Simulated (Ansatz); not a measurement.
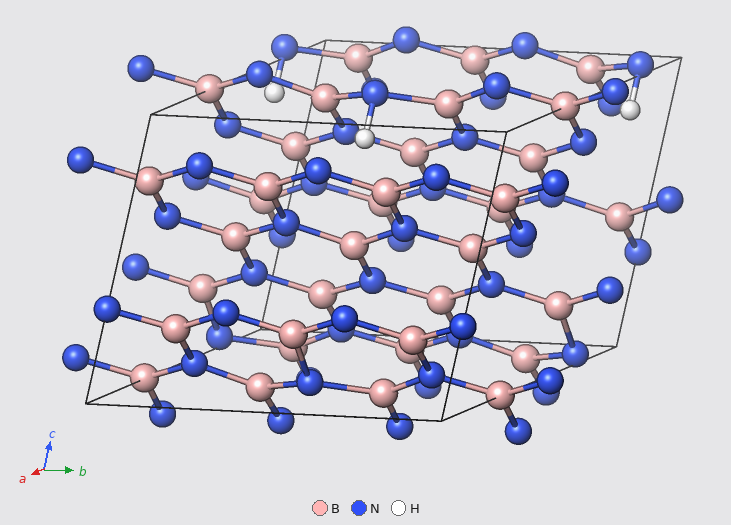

The crystal in a ball-and-stick representation, seen slightly off an axis. The conventional unit cell is drawn as a box. Some atoms of the next cells are drawn as well.

What does the picture show?

- The structure is one of B12HN12.
- The symmetry is that of Cm (No. 8), on a base-centred monoclinic lattice.
- The cell has 50 atoms, namely 24 B, 2 H, 24 N.
- B is linked to three N in a distorted trigonal planar arrangement. H is linked to one N.
- By contacts within bonding range, the coordination numbers are N 3 to 4 (mean 3.1).
- The bonds build B12HN12 layers parallel to (10-1).

The cell started as a structure listed in the Materials Project, repeated into a supercell with a point defect put in. The cell was then strained or its atoms displaced on purpose. A calculation with Ansatz used it as input.
